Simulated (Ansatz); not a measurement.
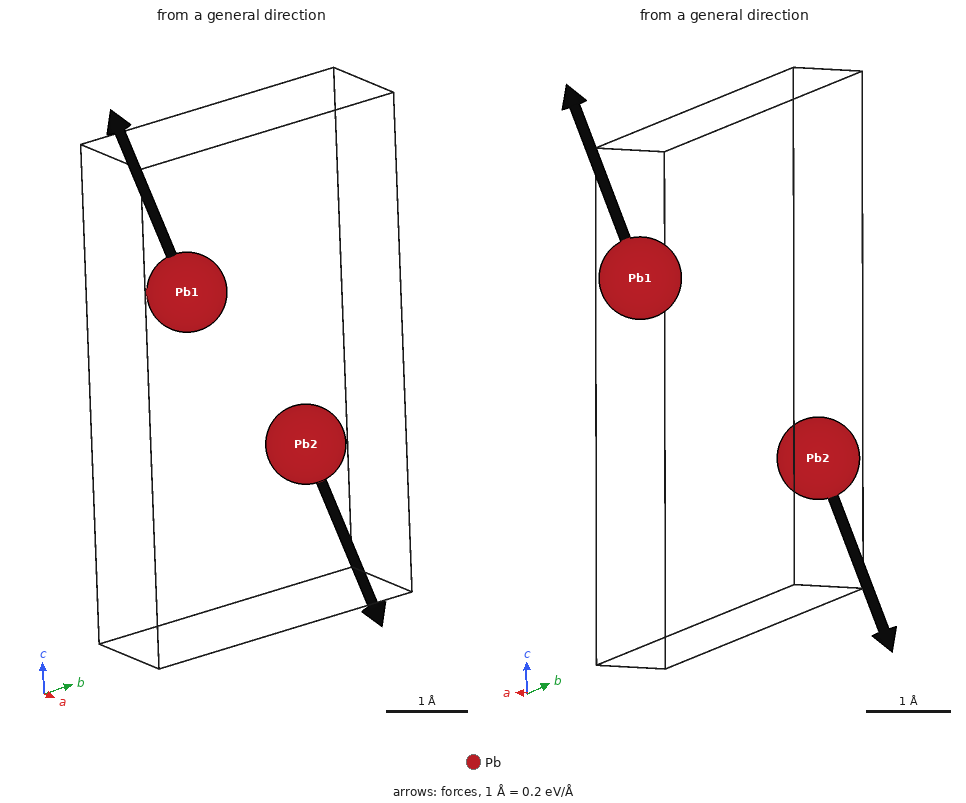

Structure drawing (spheres-only), viewed from two general directions. The frame is the cell (the run's own, in a reduced setting); atoms at its boundary are shown with their periodic copies. The arrows are the computed forces on the atoms.

System: Pb. Theory: Ansatz 0.2.0, DFT PBEsol, scalar-relativistic, plane waves, PAW. Numerical settings: wavefunction cutoff 420 eV, k-points about 0.16 Å⁻¹ apart, Gaussian smearing of 0.1 eV, no spin polarisation.

**Are the forces small enough to call this converged?**

No. The atoms still feel forces of up to about 0.41 eV/Å, far above a usual threshold of 0.01 to 0.03 eV/Å.

**Name the atom under the greatest force.**

Pb1 and Pb2, about 0.41 eV/Å.

It derives from a structure listed in the Materials Project. The cell was then strained or its atoms displaced on purpose. It was run through Ansatz as a DFT input.
